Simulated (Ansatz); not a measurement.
Run report: LiF, geometry relaxation (part 1 of 2)

System: LiF (2 atoms in the cell).
Method: DFT PBEsol, scalar-relativistic, plane waves, PAW, no spin polarisation (Ansatz 0.2.0).

The structure derives from an entry of the Crystallography Open Database.

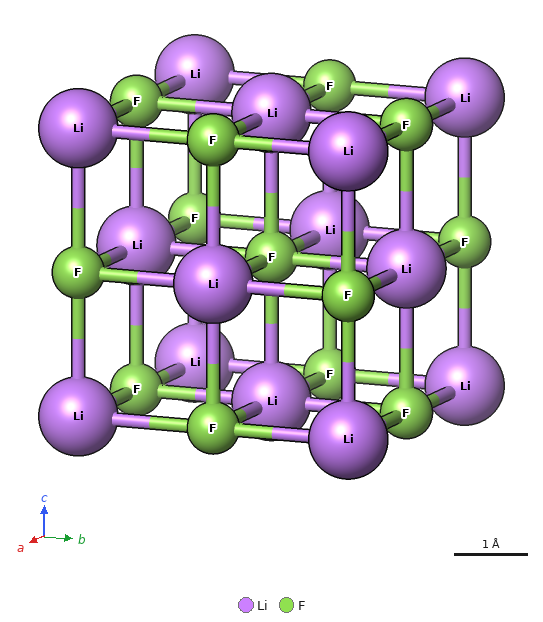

Fig. 1: The input geometry (ball-and-stick view of the cell 4 times as large as that of the calculation, set on its symmetry axes, seen slightly off an axis). Near neighbours in the crystal (not all of them lie inside the picture): Li has 6 F at 2.01 Å; F has 6 Li at 2.01 Å.

The input:
```yaml
crystal:
  lattice:
    - [0.0, 2.014, 2.014]
    - [2.014, 0.0, 2.014]
    - [2.014, 2.014, 0.0]
  atoms:
    - { symbol: Li, position: [0.0, 0.0, 0.0] }
    - { symbol: F, position: [0.5, 0.5, 0.5] }
basis:
  ecutwfc: 420
kpoints:
  mp_grid: { grid: [10, 10, 10] }
hamiltonian:
  xc: pbesol
scf:
  occupations: { method: gaussian, width: 0.02 }
output:
  forces: true
  stress: true
  eigenvalues: true
  write_density: true
  write_potential: true
  elf: true
  volumetric_format: npy
relax:
  adjacent_minimum: "off"
  f_tol: 0.005
  max_steps: 80
  cell: { stress_tol: 0.05 }
```

Hardware: 1 thread of Intel Xeon @ 2.50GHz (Skylake/Cascade Lake), 192 GiB of memory available, shared host.

Launch command:
```bash
ansatz run input.yaml --threads 1 --pin off --max-ram 2560MiB --backend cpu --events-out ev --progress --plain --runs-dir out
```

What the program printed:
```
Engine: ansatz 0.2.0, x86_64-unknown-linux-gnu
Pseudopotentials: kind: paw
Pseudopotential: Li, paw, valence charge 3, recommended cutoff 420 eV (normal), Li.paw.azcp
Pseudopotential: F, paw, valence charge 7, recommended cutoff 420 eV (normal), F.paw.azcp
Functional definition: PBEsol
  exchange = pbesol_x
  correlation = pbesol_c
Crystal: 2 atoms, lattice volume = 16.338 Å³
Basis set: ecut = 420 eV, 331 PW (Γ), exchange–correlation on 40×40×40 points (8 copies of the dense FFT grid, shifted against one another)
Bands: 9, of which v1, the nominal top of the filled ones, is band 5 counted from 1 (4 counted from 0)
Symmetry: 48 space group operations
Space group: Fm-3m (ITA 225), of the structure as read, at distance tolerance 2.5e-5 Å
k-points: 47 of 1000
Non-local potential: Li, projectors of the file, l = 0: 3, l = 1: 2, l = 2: 1
Non-local potential: F, projectors of the file, l = 0: 2, l = 1: 2, l = 2: 1
PAW form: soft (Blöchl's): semilocal exchange-correlation on the pseudo side does not see the compensation charge
PAW frozen core: F, regenerated for the run's functional, and the local potential with it (the file was generated under x = pbe(κ = 0.804, μ = 0.2195149727645171), c = pbe(β = 0.06672455060314922))
PAW one-centre angular grid: Li, 110 points (default); XC on 64 Gauss nodes
PAW one-centre angular grid: F, 110 points (default); XC on 64 Gauss nodes
Initial density: superposition of atomic densities (neutral atoms: chi_scale 0, normalization atom), corrected by the library's trained network
Initial wavefunctions: pseudopotential atomic-orbital guess
Functional: x = pbesol(κ = 0.804, μ = 0.12345679012345678), c = pbesol(β = 0.046)
SCF iter   1: F=—  HF=-1006.563728 eV  |F-HF|=—  |Δ(HF+E_count)|=         —  Δρ=1.39e-2  dr2=1.90e-2  ethr=1.77e-3  ⟨swp⟩=5.6  Hψ=2640  notcnv=0
preconditioner: auto → none  [insulator: Δε(μ)=8.770 eV  Ē_g=22.373 eV  σ=0.020 eV  W_gap=1.00  n_scr=0 (ndim 8)  ℏωp=26.0 eV  f_vac=0.000  D(μ)=0.00/eV (n_scr^D=0)  ε∞_Penn≈2.3]
SCF iter   2: F=—  HF=-1006.556434 eV  |F-HF|=—  |Δ(HF+E_count)|=   7.29e-3  Δρ=4.46e-3  dr2=1.45e-3  ethr=1.90e-4  ⟨swp⟩=2.9  Hψ=1163  notcnv=0
SCF iter   3: F=—  HF=-1006.555879 eV  |F-HF|=—  |Δ(HF+E_count)|=   5.55e-4  Δρ=7.76e-4  dr2=5.78e-5  ethr=1.45e-5  ⟨swp⟩=2.6  Hψ=766  notcnv=0
SCF iter   4: F=—  HF=-1006.555861 eV  |F-HF|=—  |Δ(HF+E_count)|=   1.78e-5  Δρ=2.46e-4  dr2=3.80e-6  ethr=5.78e-7  ⟨swp⟩=2.0  Hψ=657  notcnv=0
SCF iter   5: F=—  HF=-1006.555860 eV  |F-HF|=—  |Δ(HF+E_count)|=   9.39e-7  Δρ=3.26e-5  dr2=1.44e-7  ethr=3.80e-8  ⟨swp⟩=2.6  Hψ=619  notcnv=0
SCF iter   6: F=-1006.555860 eV  HF=-1006.555860 eV  |F-HF|=2.09e-9  |Δ(HF+E_count)|=   1.17e-8  Δρ=5.35e-6  dr2=3.89e-9  ethr=1.00e-9  ⟨swp⟩=6.6  Hψ=2006  notcnv=0
SCF 1 converged in 6 iterations: F = -1006.555860 eV  dr2 = 3.89e-9
  greatest PAW one-centre occupation: 1.000 electrons in one spin orbital (limit 2), on the Li atom at site 0 (counted from 0), in its partial waves of l = 0
relax step   1: F+E_penalty+E_count = -1006.55585996 eV  Δ(F+E_penalty+E_count) = +0.000e0 eV  max|allowed force component| = 6.515e-29 eV/Å  Δτ_max = 0.0000 Å  P = -1.058 GPa  Ω = 16.338 Å³  (6 SCF iters, dr2 threshold 1.00e-7 eV, accepted)
Crystal: 2 atoms, lattice volume = 16.265 Å³
Initial density: handed on by an earlier stage of this run
Initial wavefunctions: those handed on with the density
iter 1 solved again at ethr=4.56e-8 eV; its pass at ethr=3.10e-3 eV (dr2=4.56e-6 eV) is discarded
SCF iter   1: F=—  HF=-1006.556609 eV  |F-HF|=—  |Δ(HF+E_count)|=         —  Δρ=2.60e-4  dr2=4.09e-6  ethr=4.56e-8  ⟨swp⟩=2.0  Hψ=3356  notcnv=0
preconditioner: auto → none  [insulator: Δε(μ)=8.955 eV  Ē_g=22.556 eV  σ=0.020 eV  W_gap=1.00  n_scr=0 (ndim 8)  ℏωp=26.0 eV  f_vac=0.000  D(μ)=0.00/eV (n_scr^D=0)  ε∞_Penn≈2.3]
SCF iter   2: F=—  HF=-1006.556627 eV  |F-HF|=—  |Δ(HF+E_count)|=   1.79e-5  Δρ=8.78e-5  dr2=6.56e-7  ethr=4.09e-8  ⟨swp⟩=2.7  Hψ=635  notcnv=0
SCF iter   3: F=—  HF=-1006.556627 eV  |F-HF|=—  |Δ(HF+E_count)|=   5.24e-8  Δρ=5.35e-5  dr2=2.15e-7  ethr=2.00e-9  ⟨swp⟩=8.0  Hψ=2701  notcnv=0
SCF iter   4: F=-1006.556627 eV  HF=-1006.556627 eV  |F-HF|=2.73e-9  |Δ(HF+E_count)|=   2.08e-8  Δρ=6.19e-6  dr2=2.04e-9  ethr=2.00e-9  ⟨swp⟩=7.9  Hψ=2417  notcnv=0
SCF 2 converged in 4 iterations: F = -1006.556627 eV  dr2 = 2.04e-9
relax step   2: F+E_penalty+E_count = -1006.55662671 eV  Δ(F+E_penalty+E_count) = -7.668e-4 eV  max|allowed force component| = 1.216e-29 eV/Å  Δτ_max = 0.0000 Å  P = -0.708 GPa  Ω = 16.265 Å³  energy of the carried Pulay correction = +3.623e-4 eV  (4 SCF iters, dr2 threshold 2.00e-7 eV, accepted)
Crystal: 2 atoms, lattice volume = 16.119 Å³
iter 1 solved again at ethr=1.91e-7 eV; its pass at ethr=3.10e-3 eV (dr2=1.91e-5 eV) is discarded
SCF iter   1: F=—  HF=-1006.557657 eV  |F-HF|=—  |Δ(HF+E_count)|=         —  Δρ=5.34e-4  dr2=1.73e-5  ethr=1.91e-7  ⟨swp⟩=2.0  Hψ=3485  notcnv=0
preconditioner: auto → none  [insulator: Δε(μ)=9.034 eV  Ē_g=22.652 eV  σ=0.020 eV  W_gap=1.00  n_scr=0 (ndim 8)  ℏωp=26.2 eV  f_vac=0.000  D(μ)=0.00/eV (n_scr^D=0)  ε∞_Penn≈2.3]
SCF iter   2: F=—  HF=-1006.557672 eV  |F-HF|=—  |Δ(HF+E_count)|=   1.57e-5  Δρ=1.77e-4  dr2=2.77e-6  ethr=1.73e-7  ⟨swp⟩=2.7  Hψ=630  notcnv=0
SCF iter   3: F=—  HF=-1006.557673 eV  |F-HF|=—  |Δ(HF+E_count)|=   2.56e-7  Δρ=1.12e-4  dr2=9.02e-7  ethr=2.77e-8  ⟨swp⟩=2.0  Hψ=632  notcnv=0
SCF iter   4: F=-1006.557672 eV  HF=-1006.557672 eV  |F-HF|=1.17e-8  |Δ(HF+E_count)|=   3.22e-8  Δρ=1.19e-5  dr2=8.04e-9  ethr=2.00e-9  ⟨swp⟩=4.6  Hψ=1927  notcnv=0
SCF 3 converged in 4 iterations: F = -1006.557672 eV  dr2 = 8.04e-9
relax step   3: F+E_penalty+E_count = -1006.55767248 eV  Δ(F+E_penalty+E_count) = -1.046e-3 eV  max|allowed force component| = 4.694e-29 eV/Å  Δτ_max = 0.0000 Å  P = +0.009 GPa  Ω = 16.119 Å³  energy of the carried Pulay correction = +1.088e-3 eV  (4 SCF iters, dr2 threshold 2.00e-7 eV, accepted)
Initial wavefunctions: pseudopotential atomic-orbital guess (no wavefunctions were taken with the density)
iter 1 solved again at ethr=2.95e-6 eV; its pass at ethr=3.10e-3 eV (dr2=2.95e-4 eV) is discarded
SCF iter   1: F=—  HF=-1006.556570 eV  |F-HF|=—  |Δ(HF+E_count)|=         —  Δρ=1.77e-4  dr2=7.74e-7  ethr=2.95e-6  ⟨swp⟩=1.9  Hψ=3499  notcnv=0
eigensolver tolerance schedule: the retry pair's looser diagonalisation over-reported the residual by 380.41 of it (diagonalisation noise at 0.57 of the residual, at the tolerance the schedule requests for it); recorded, not acted on — ethr = c·dr2/N_el stays at c = 1.0e-1
preconditioner: auto → none  [insulator: Δε(μ)=9.036 eV  Ē_g=22.653 eV  σ=0.020 eV  W_gap=1.00  n_scr=0 (ndim 8)  ℏωp=26.2 eV  f_vac=0.000  D(μ)=0.00/eV (n_scr^D=0)  ε∞_Penn≈2.3]
SCF iter   2: F=—  HF=-1006.556589 eV  |F-HF|=—  |Δ(HF+E_count)|=   1.93e-5  Δρ=7.22e-5  dr2=2.74e-7  ethr=7.74e-9  ⟨swp⟩=2.0  Hψ=612  notcnv=0
SCF iter   3: F=—  HF=-1006.556589 eV  |F-HF|=—  |Δ(HF+E_count)|=   7.25e-8  Δρ=3.80e-5  dr2=3.44e-8  ethr=2.74e-9  ⟨swp⟩=2.4  Hψ=583  notcnv=0
SCF iter   4: F=—  HF=-1006.556589 eV  |F-HF|=—  |Δ(HF+E_count)|=   2.61e-8  Δρ=1.97e-6  dr2=2.75e-10  ethr=3.44e-10  ⟨swp⟩=2.0  Hψ=610  notcnv=0
SCF iter   5: F=—  HF=-1006.556589 eV  |F-HF|=—  |Δ(HF+E_count)|=  3.24e-10  Δρ=7.83e-7  dr2=5.22e-11  ethr=1.00e-12  ⟨swp⟩=5.0  Hψ=1445  notcnv=0
SCF iter   6: F=-1006.556589 eV  HF=-1006.556589 eV  |F-HF|=5.34e-12  |Δ(HF+E_count)|=  1.49e-11  Δρ=2.89e-7  dr2=7.17e-12  ethr=1.00e-12  ⟨swp⟩=4.1  Hψ=1320  notcnv=0
SCF 4 converged in 6 iterations: F = -1006.556589 eV  dr2 = 7.17e-12
relax step   4: F+E_penalty+E_count = -1006.55658922 eV  Δ(F+E_penalty+E_count) = +1.083e-3 eV  max|allowed force component| = 4.740e-29 eV/Å  Δτ_max = 0.0000 Å  P = -0.120 GPa  Ω = 16.119 Å³  stress off target by 1.20e-1 GPa  SCF on the basis re-selected at this cell (its energy is not comparable with the rows above)  (6 SCF iters)
basis re-selected at this cell: Δ(F+E_penalty+E_count) = +1.083e-3 eV, ΔP = -0.129 GPa vs the last step (what re-selecting the basis moved, of the pressure what is left beyond the Pulay correction that the steps carried, after the strain that the cell walked since its last selection, with what the two solves' SCF thresholds leave and, on support functions, any second-order correction that the steps lacked; it is no measure of the basis error at this ecutwfc). This SCF's stress stands 1.20e-1 GPa from its target on what of the cell is left free (relax.cell.stress_tol is 5.00e-2 GPa) and its largest allowed force component is 4.74e-29 eV/Å (relax.f_tol is 5.00e-3 eV/Å): not within both, so this SCF does not close the relaxation
Crystal: 2 atoms, lattice volume = 16.095 Å³
iter 1 solved again at ethr=5.35e-9 eV; its pass at ethr=3.10e-3 eV (dr2=5.35e-7 eV) is discarded
SCF iter   1: F=—  HF=-1006.556702 eV  |F-HF|=—  |Δ(HF+E_count)|=         —  Δρ=8.87e-5  dr2=4.74e-7  ethr=5.35e-9  ⟨swp⟩=2.0  Hψ=3354  notcnv=0
preconditioner: auto → none  [insulator: Δε(μ)=9.049 eV  Ē_g=22.670 eV  σ=0.020 eV  W_gap=1.00  n_scr=0 (ndim 8)  ℏωp=26.2 eV  f_vac=0.000  D(μ)=0.00/eV (n_scr^D=0)  ε∞_Penn≈2.3]
SCF iter   2: F=—  HF=-1006.556720 eV  |F-HF|=—  |Δ(HF+E_count)|=   1.83e-5  Δρ=2.93e-5  dr2=6.61e-8  ethr=4.74e-9  ⟨swp⟩=2.0  Hψ=658  notcnv=0
SCF iter   3: F=-1006.556720 eV  HF=-1006.556720 eV  |F-HF|=6.77e-9  |Δ(HF+E_count)|=   1.06e-8  Δρ=1.54e-5  dr2=1.71e-8  ethr=3.59e-10  ⟨swp⟩=6.6  Hψ=1963  notcnv=0
SCF 5 converged in 3 iterations: F = -1006.556720 eV  dr2 = 1.71e-8
relax step   5: F+E_penalty+E_count = -1006.55672027 eV  Δ(F+E_penalty+E_count) = -1.310e-4 eV  max|allowed force component| = 2.913e-30 eV/Å  Δτ_max = 0.0000 Å  P = -0.005 GPa  Ω = 16.095 Å³  energy of the carried Pulay correction = +1.217e-4 eV  (3 SCF iters, dr2 threshold 3.59e-8 eV, accepted)
iter 1 solved again at ethr=3.13e-6 eV; its pass at ethr=3.10e-3 eV (dr2=3.13e-4 eV) is discarded
SCF iter   1: F=—  HF=-1006.556656 eV  |F-HF|=—  |Δ(HF+E_count)|=         —  Δρ=8.31e-6  dr2=7.19e-9  ethr=3.13e-6  ⟨swp⟩=2.0  Hψ=3508  notcnv=0
eigensolver tolerance schedule: the retry pair's looser diagonalisation over-reported the residual by 43572.35 of it (diagonalisation noise at an unbounded share of the residual, at the tolerance the schedule requests for it); recorded, not acted on — ethr = c·dr2/N_el stays at c = 1.0e-1
preconditioner: auto → none  [insulator: Δε(μ)=9.050 eV  Ē_g=22.670 eV  σ=0.020 eV  W_gap=1.00  n_scr=0 (ndim 8)  ℏωp=26.2 eV  f_vac=0.000  D(μ)=0.00/eV (n_scr^D=0)  ε∞_Penn≈2.3]
SCF iter   2: F=—  HF=-1006.556673 eV  |F-HF|=—  |Δ(HF+E_count)|=   1.69e-5  Δρ=5.30e-6  dr2=2.64e-9  ethr=7.19e-11  ⟨swp⟩=2.7  Hψ=721  notcnv=0
SCF iter   3: F=—  HF=-1006.556673 eV  |F-HF|=—  |Δ(HF+E_count)|=   1.98e-9  Δρ=5.95e-6  dr2=3.04e-9  ethr=2.64e-11  ⟨swp⟩=2.0  Hψ=611  notcnv=0
SCF iter   4: F=—  HF=-1006.556673 eV  |F-HF|=—  |Δ(HF+E_count)|=   1.01e-9  Δρ=6.18e-7  dr2=2.94e-11  ethr=2.64e-11  ⟨swp⟩=2.3  Hψ=565  notcnv=0
SCF iter   5: F=-1006.556673 eV  HF=-1006.556673 eV  |F-HF|=2.27e-12  |Δ(HF+E_count)|=  5.66e-11  Δρ=2.25e-7  dr2=3.35e-12  ethr=1.00e-12  ⟨swp⟩=4.0  Hψ=1296  notcnv=0
SCF 6 converged in 5 iterations: F = -1006.556673 eV  dr2 = 3.35e-12
relax step   6: F+E_penalty+E_count = -1006.55667304 eV  Δ(F+E_penalty+E_count) = +4.723e-5 eV  max|allowed force component| = 1.113e-29 eV/Å  Δτ_max = 0.0000 Å  P = -0.011 GPa  Ω = 16.095 Å³  stress off target by 1.11e-2 GPa  SCF on the basis re-selected at this cell (its energy is not comparable with the rows above)  (5 SCF iters)
```
